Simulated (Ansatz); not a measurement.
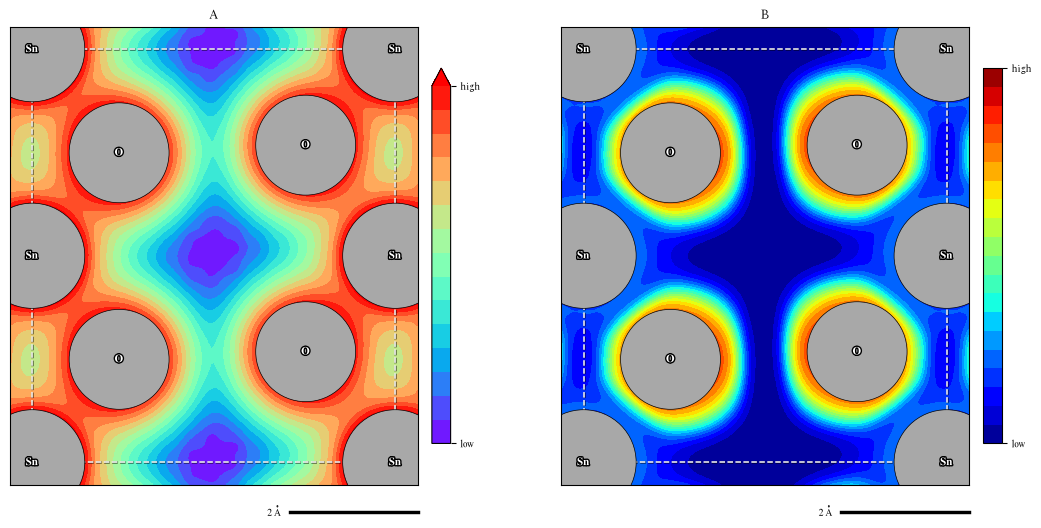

SnO$_{2}$: 2 fields on the (110) plane of the calculation cell, with unlabelled colour scales. Grey discs cover the atomic cores.

Space group Cm; a point of a scan over the structure, not its minimum; a structure from a database of computed crystals, not necessarily the ambient phase; not relaxed (largest force 1.1 eV/Å); PAW files of the earlier set (soft_1).

These are results of DFT PBE+D3(BJ), scalar-relativistic, plane waves, PAW in Ansatz 0.2.0, not measurements.

**Match the panels to the quantities (electron localisation function and valence pseudo-density).**

Panel A: valence pseudo-density. Panel B: electron localisation function. From the grid: Sn–O (2.06 Å): ρ at the midpoint is about 0.65 e/Å³; the ELF peaks at about 0.80 in the valence shell of O, 0.6 Å from its nucleus, and is about 0.30 at the midpoint (no shared electron pair shows on this line). Sn–O (2.11 Å): ρ at the midpoint is about 0.59 e/Å³; the ELF peaks at about 0.80 in the valence shell of O, 0.6 Å from its nucleus, and is about 0.30 at the midpoint: no shared electron pair shows on this line.
